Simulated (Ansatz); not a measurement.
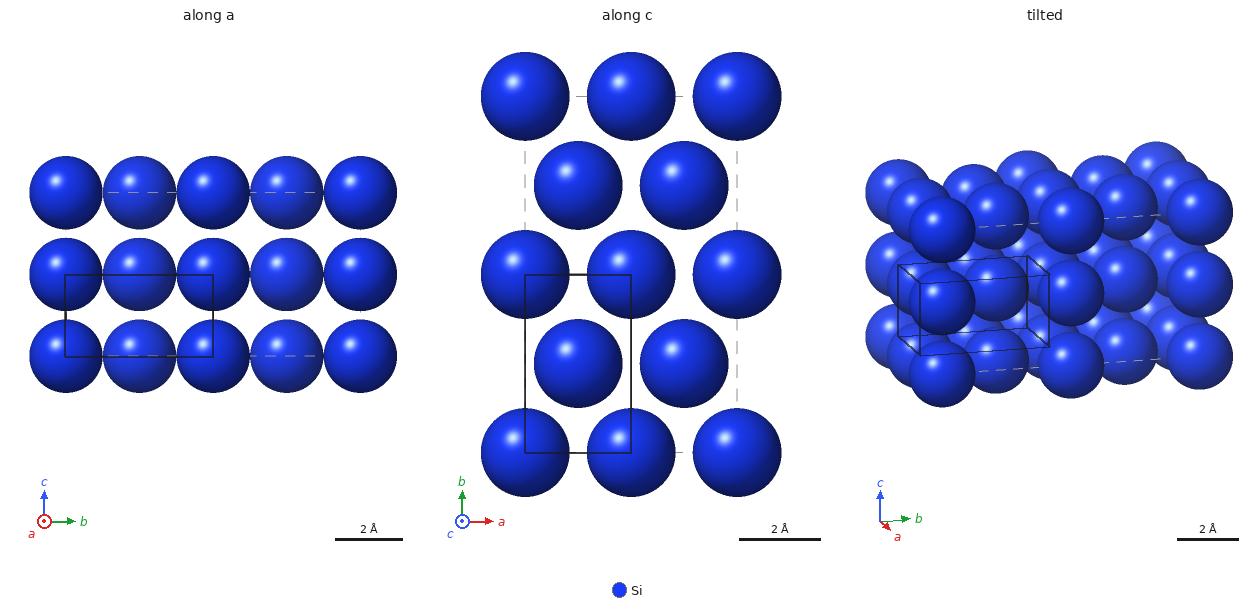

Drawn in the space-filling manner and seen along the a axis, along the c axis and slightly off an axis. The drawing covers 2×2×2 cells, and the solid lines enclose one conventional unit cell. Cell: a = 2.648 Å, b = 4.450 Å, c = 2.471 Å, α = 90.00°, β = 90.00°, γ = 90.00°.

- The element is silicon.
- The atoms follow space group Cmmm (No. 65); the Bravais lattice is base-centred orthorhombic.
- The cell holds two atoms.

The structure was taken from a structure listed in the Materials Project. The cell was then strained or its atoms displaced on purpose. Ansatz was used for an electronic-structure calculation on it.
